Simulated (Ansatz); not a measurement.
System: zincblende BP, space group F-43m (No. 216), 2 atoms in the primitive cell, relaxed with r2SCAN; unstrained, cubic a = 4.537 Å. The cell is strained biaxially in the (111) plane; the length along [111] and the atoms are relaxed again with r2SCAN. Points keep the names of the unstrained cell; those that the strain makes unlike carry their directions on the cubic axes x, y, z. Ansatz; PBE, Ansatz PAW set, no spin polarisation, no spin-orbit coupling, 10×10×10 k mesh, 420 eV cutoff.

At 0 % the lowest conduction levels at the points plotted lie 1.33 eV (X), 3.41 eV (Γ), 3.78 eV (L [111]) and 3.78 eV (L [1−1−1]/[1−11]/[11−1]) above the valence top at Γ.

> How does each level move from −4 % to +5 %?

X goes from 0.79 through a maximum of 1.33 eV near 0 % to 1.09 eV, Γ goes from 2.69 through a maximum of 3.41 eV near 0 % to 2.83 eV, L [111] falls by 2.36 eV and L [1−1−1]/[1−11]/[11−1] goes from 3.70 through a maximum of 3.80 eV near −1 % to 3.29 eV. Unstrained, the L points are equivalent. At +5 % the lowest conduction level is 2.39 eV at L [111] and 3.29 eV at L [1−1−1]/[1−11]/[11−1] above the valence top, a splitting of 0.90 eV, or 181 meV for each 1 % of strain on average. The lowest is the one at X, over the whole range.

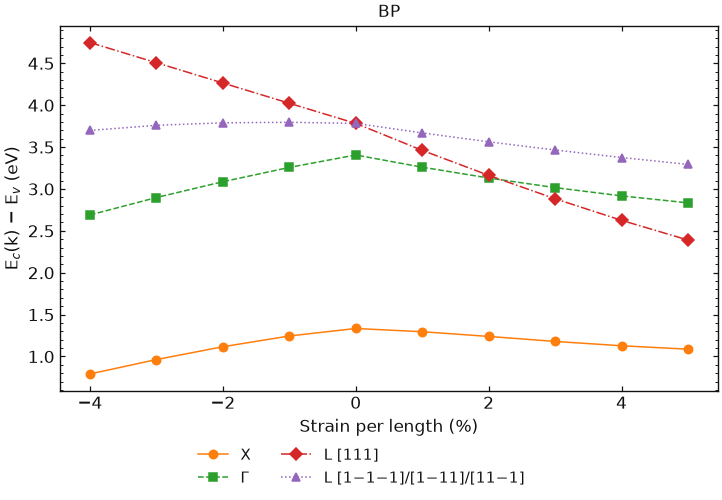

Lowest conduction level at each named k point, counted from the valence-band top at Γ.

```
strain  X (eV)  Γ (eV)  L [111] (eV)  L [1−1−1]/[1−11]/[11−1] (eV)
  −4 %    0.79    2.69          4.75                          3.70
  −3 %    0.96    2.90          4.51                          3.76
  −2 %    1.12    3.09          4.26                          3.79
  −1 %    1.24    3.26          4.02                          3.80
   0 %    1.33    3.41          3.78                          3.78
  +1 %    1.30    3.26          3.46                          3.67
  +2 %    1.24    3.13          3.16                          3.56
  +3 %    1.18    3.02          2.88                          3.46
  +4 %    1.13    2.92          2.62                          3.38
  +5 %    1.09    2.83          2.39                          3.29
```

The smallest gap over all k points computed is 0.79, 0.95, 1.08, 1.17, 1.24, 1.20, 1.17, 1.14, 1.11 and 1.08 eV in turn; it lies up to 0.09 eV under the lowest value plotted. The strain splits the threefold valence top at Γ, and levels count from its highest part. LDA, GGA and most meta-GGA functionals understate gaps.
